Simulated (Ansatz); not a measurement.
# A series of single points on ZrH2

System: ZrH2 (Fm-3m, 3 atoms in the cell).
Method: DFT PBEsol, scalar-relativistic, plane waves, PAW, no spin polarisation (Ansatz 0.2.0).

The 7 runs differ only in the geometry, by an even scaling of the cell at fixed fractional positions. The structure was built on a prototype by a generator; it need not be a known phase.

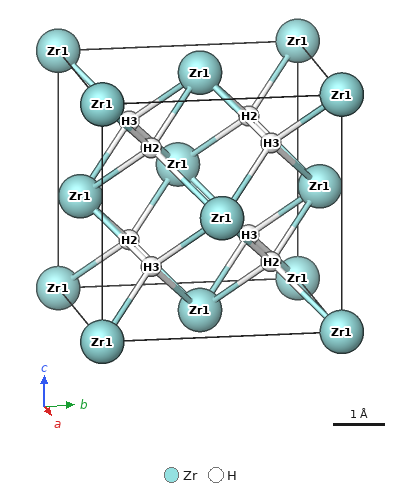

Figure 1. The structure of run 4 (ball-and-stick view of the cell 4 times as large as that of the calculation, set on its symmetry axes, seen slightly off an axis; atoms are numbered from 1 in the order of the input).

**Input of run 4**
```yaml
crystal:
  lattice:
    - [0.0, 2.3976377971, 2.3976377971]
    - [2.3976377971, 0.0, 2.3976377971]
    - [2.3976377971, 2.3976377971, 0.0]
  atoms:
    - { symbol: Zr, position: [0.0, 0.0, 0.0] }
    - { symbol: H, position: [0.25, 0.25, 0.25] }
    - { symbol: H, position: [0.75, 0.75, 0.75] }
basis:
  ecutwfc: 420
  ecutrho_ratio: 4
kpoints:
  mp_grid: { grid: [10, 10, 10] }
hamiltonian:
  xc: pbesol
scf:
  occupations: { method: gaussian, width: 0.05 }
output:
  forces: true
  stress: true
  eigenvalues: true
```

Lattice vectors (Å) and fractional positions of run 4:
```
   0.000000    2.397638    2.397638
   2.397638    0.000000    2.397638
   2.397638    2.397638    0.000000
Zr  0.000000  0.000000  0.000000
H   0.250000  0.250000  0.250000
H   0.750000  0.750000  0.750000
```

Run 6 differs from it as follows:
```diff
-    - [0.0, 2.3976377971, 2.3976377971]
-    - [2.3976377971, 0.0, 2.3976377971]
-    - [2.3976377971, 2.3976377971, 0.0]
+    - [0.0, 2.4290734668, 2.4290734668]
+    - [2.4290734668, 0.0, 2.4290734668]
+    - [2.4290734668, 2.4290734668, 0.0]
```

**Results, with one run withheld**

```tsv
run	volume per atom (Å³)	free energy per atom, from the lowest run given (meV)	pressure (GPa)
1	8.648	6.66	6.23
2	8.828	1.55	2.91
3	9.009	0.00	−0.09
4	9.189	1.64	−2.81
5	9.369	6.21	−5.27
6	9.555	?	?
7	10.617	98.04	−16.98
```

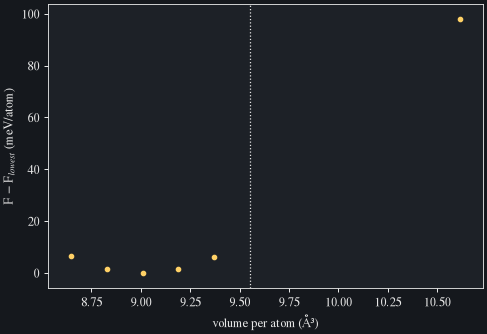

Figure 2. Free energy per atom of the runs given; the dotted line marks run 6.

What should run 6 give?

A cubic polynomial in V^(−2/3) (the Birch–Murnaghan form), fitted to the 6 runs given, misses them by at most 0.01 meV per atom. With x = V^(−2/3) − 0.22707 Å⁻², it reads F = 2.6999 − 1355 x + 1.6933e+05 x² − 6070.6 x³ (meV per atom). At run 6 it gives 13.67 meV per atom, and the run itself gives 13.68. The slope of the fit gives a pressure −dF/dV of −7.56 GPa there, and the run prints −7.56 GPa. The fit has its minimum at 9.003 Å³ per atom, where V d²F/dV² gives 143 GPa: the bulk modulus at this level, since symmetry fixes the shape and the positions.

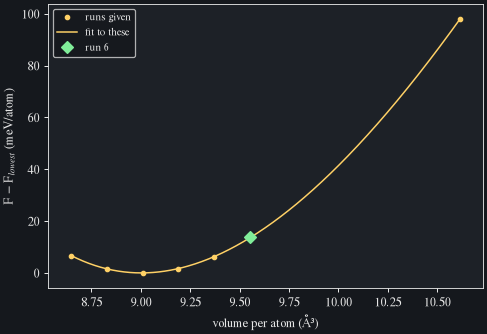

Figure 3. The fit and the withheld run.

**Output, shortened to warnings, some set-up lines, iterations and results (run 6)**
```
Basis set: ecut = 420 eV, 537 PW (Γ), exchange–correlation on 48×48×48 points (8 copies of the dense FFT grid, shifted against one another)
Symmetry: 48 space group operations
k-points: 47 of 1000
Initial density: superposition of atomic densities (neutral atoms: chi_scale 0, normalization atom), corrected by the library's trained network
[...]
SCF iter   1: F=—  HF=-4161.808258 eV  |F-HF|=—  |Δ(HF+E_count)|=         —  Δρ=7.64e-3  dr2=1.31e-2  ethr=1.77e-3  ⟨swp⟩=5.0  Hψ=2716  notcnv=0
SCF iter   2: F=—  HF=-4161.804820 eV  |F-HF|=—  |Δ(HF+E_count)|=   3.44e-3  Δρ=4.15e-3  dr2=4.34e-3  ethr=9.37e-5  ⟨swp⟩=1.0  Hψ=893  notcnv=0
SCF iter   3: F=—  HF=-4161.803310 eV  |F-HF|=—  |Δ(HF+E_count)|=   1.51e-3  Δρ=3.23e-4  dr2=1.41e-5  ethr=3.10e-5  ⟨swp⟩=2.0  Hψ=598  notcnv=0
SCF iter   4: F=—  HF=-4161.803314 eV  |F-HF|=—  |Δ(HF+E_count)|=   3.74e-6  Δρ=6.09e-5  dr2=6.14e-7  ethr=1.01e-7  ⟨swp⟩=2.1  Hψ=659  notcnv=0
SCF iter   5: F=-4161.803314 eV  HF=-4161.803314 eV  |F-HF|=5.87e-8  |Δ(HF+E_count)|=   4.42e-8  Δρ=1.66e-5  dr2=7.25e-8  ethr=4.39e-9  ⟨swp⟩=2.7  Hψ=842  notcnv=0
SCF iter   6: F=-4161.803314 eV  HF=-4161.803314 eV  |F-HF|=8.92e-10  |Δ(HF+E_count)|=   2.95e-8  Δρ=4.05e-6  dr2=2.07e-9  ethr=5.18e-10  ⟨swp⟩=2.0  Hψ=1786  notcnv=0
SCF 1 converged in 6 iterations: F = -4161.803314 eV  dr2 = 2.07e-9
SCF converged after 6 iterations
Free energy (F): -4161.803314 eV
Harris-Foulkes:  -4161.803314 eV  (|F-HF|=8.92e-10)
Internal energy: -4161.800779 eV  (E = F + TS)
E sigma→0 (E₀):  -4161.802046 eV
Entropy (-TS):   -0.002535 eV (-0.845 meV/atom)
Fermi energy:    12.223778 eV
--- Per-component energies (eV) ---
  E_band       = -116.944075
  E_kinetic    = 360.521246
  E_local      = -683.625844  (includes V_loc(G=0)·N_el)
  E_nonlocal   = 83.414496
  E_hartree    = 209.905766
  E_xc         = -179.067256
  E_vxc        = -214.650945  (∫ρ·V_xc dr)
  E_paw        = -2900.793058  (= ΣΔE_a)
  E_vpaw       = -82.411262  (= ΣTr[D̂ρ^β])
  E_aug_tail   = -0.002427  (compensation charges beyond the density's cutoff)
  E_ewald      = -1052.319422
  E_core_change = 0.165720  (= ΣΔE_core)
  E_smearing   = -0.002535  (= −TS)
  E_closure    = -0.000000  (closes the sum)
  Σ components = -4161.803314   (vs F -4161.803314, Δ=0.00e0)
--- Forces (eV/Å), atoms counted from 1 ---
  atom   1  Zr    -0.00000000     0.00000000    -0.00000000
  atom   2  H     -0.00000000    -0.00000000    -0.00000000
  atom   3  H     -0.00000000    -0.00000000     0.00000000
  max |Σ_I F_I| component: 8.67e-19 eV/Å
--- Stress (GPa, compression-positive) ---
       -7.563308       0.000000       0.000000
       -0.000000      -7.563308      -0.000000
        0.000000      -0.000000      -7.563308
  P = ⅓ Tr σ = -7.5633 GPa (-75.633 kbar)
```
